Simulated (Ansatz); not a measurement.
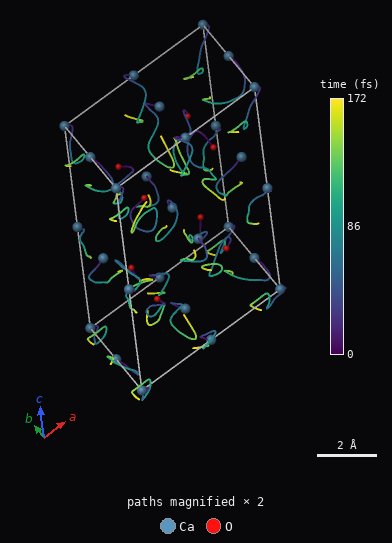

Molecular dynamics of a 16-atom cell of CaO (set up in Fm-3m), 172 fs long. Lines trace each atom's path, coloured by time; spheres stand at the starting positions. The excursions are magnified 2 times. Seen slightly off an axis in the reduced simulation cell.

All numbers below come from DFT PBE, scalar-relativistic, plane waves, PAW in Ansatz. Set-up: plane-wave cutoff 420 eV; k-point mesh 2 × 2 × 2; Fermi-Dirac smearing 0.155 eV; volume 1.06 times that of the relaxed crystal; Langevin thermostat and barostat (NPT); set temperature 1800 K; time step 2 fs; friction 0.005 per fs; target pressure 10 GPa.

Q: What do the traces tell about the motion?

A: Root-mean-square distances from the starting positions over the second half, with the common drift of all atoms taken out: O 0.23 Å, Ca 0.19 Å. That is small against the typical shortest distance between atoms in the first frame, about 2.5 Å: the atoms vibrate about their sites and the arrangement holds. Over the second half the temperature averages 1642 K (spread ±133 K). The potential energy in the second half lies on average 222 meV per atom above the first frame. The mean pressure there is 22.6 GPa. The volume ends −16.5 % from the start.

The run took 95 s on 4 threads of Intel(R) Xeon(R) 6975P-C (Granite Rapids), with other jobs on the host, peak memory 0.75 GiB.
